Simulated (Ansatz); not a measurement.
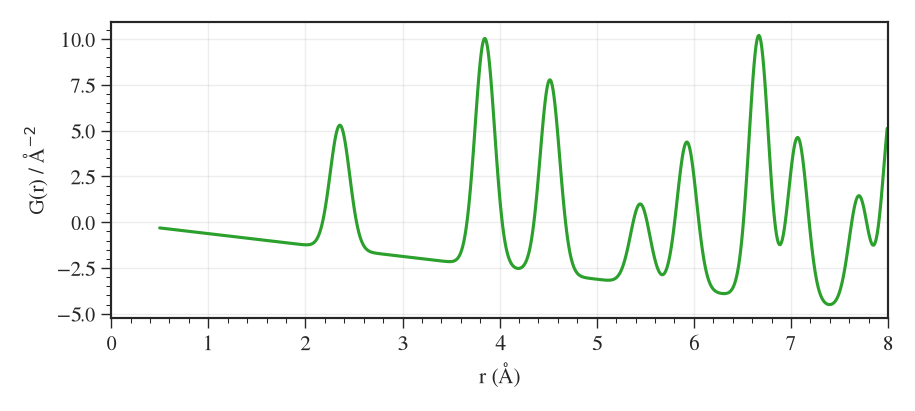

Simulated X-ray pair distribution function, G(r) = R(r)/r − 4πρ₀r, summed over the atomic distances of the structure with each pair weighted by the product of the atomic numbers (X-ray weights at Q = 0); every distance is a Gaussian of σ = 0.10 Å. No termination ripples are included.

Candidate structures:

A. 
```cif
data_structure
_symmetry_space_group_name_H-M 'Fd-3m:1'
_symmetry_Int_Tables_number 227
_cell_length_a 5.4455
_cell_length_b 5.4455
_cell_length_c 5.4455
_cell_angle_alpha 90.000
_cell_angle_beta 90.000
_cell_angle_gamma 90.000
_cell_volume 161.47
loop_
_atom_site_label
_atom_site_type_symbol
_atom_site_symmetry_multiplicity
_atom_site_Wyckoff_symbol
_atom_site_fract_x
_atom_site_fract_y
_atom_site_fract_z
_atom_site_occupancy
Si1 Si 8 a 0.00000 0.00000 0.00000 1
```

B. 
```xyz
2
Lattice="2.6656 0.0000 0.0000 -1.3328 2.3085 0.0000 0.0000 0.0000 4.4964" Properties=species:S:1:pos:R:3 pbc="T T T"
Si    0.0000    1.5390    1.1241
Si    1.3328    0.7695    3.3723
```

C. 
```
CELL_PARAMETERS angstrom
2.54175 0.00000 0.00000
0.00000 2.54175 0.00000
0.00000 0.00000 2.54175
ATOMIC_POSITIONS crystal
Si 0.00000 0.00000 0.00000
```

D. 
```cif
data_structure
_symmetry_space_group_name_H-M 'P 1'
_symmetry_Int_Tables_number 1
_cell_length_a 4.4308
_cell_length_b 4.4308
_cell_length_c 2.5463
_cell_angle_alpha 90.000
_cell_angle_beta 90.000
_cell_angle_gamma 120.000
_cell_volume 43.29
loop_
_atom_site_label
_atom_site_type_symbol
_atom_site_fract_x
_atom_site_fract_y
_atom_site_fract_z
_atom_site_occupancy
Si1 Si 0.00000 0.00000 0.00000 1
Si2 Si 0.33333 0.66667 0.50000 1
Si3 Si 0.66667 0.33333 0.50000 1
```

Origins: A, the input geometry of an electronic-structure calculation (not necessarily at equilibrium); B, the geometry relaxed with DFT, LDA (PW92), plane waves (420 eV) with PAW, scalar-relativistic in Ansatz; the starting structure was generated, so it need not be a known form of this composition; C, the geometry relaxed with DFT, RPBE, plane waves (420 eV) with PAW, scalar-relativistic in Ansatz 0.2.0; the starting structure was generated, so it need not be a known form of this composition; D, the geometry relaxed with DFT, PBEsol, plane waves (420 eV) with PAW, scalar-relativistic in Ansatz; the starting structure was generated, so it need not be a known form of this composition.

Question: Which candidate gives this PDF?

Answer: Candidate A, Si, Fd-3m (first clear peaks at 2.36 Å (Si–Si) and 3.85 Å (Si–Si)). The others: C would give first clear peaks at 2.54 Å (Si–Si) and 3.59 Å (Si–Si); D would give first clear peaks at 2.56 Å (Si–Si) and 2.85 Å (Si–Si); B would give first clear peaks at 2.69 Å (Si–Si) and 3.81 Å (Si–Si).
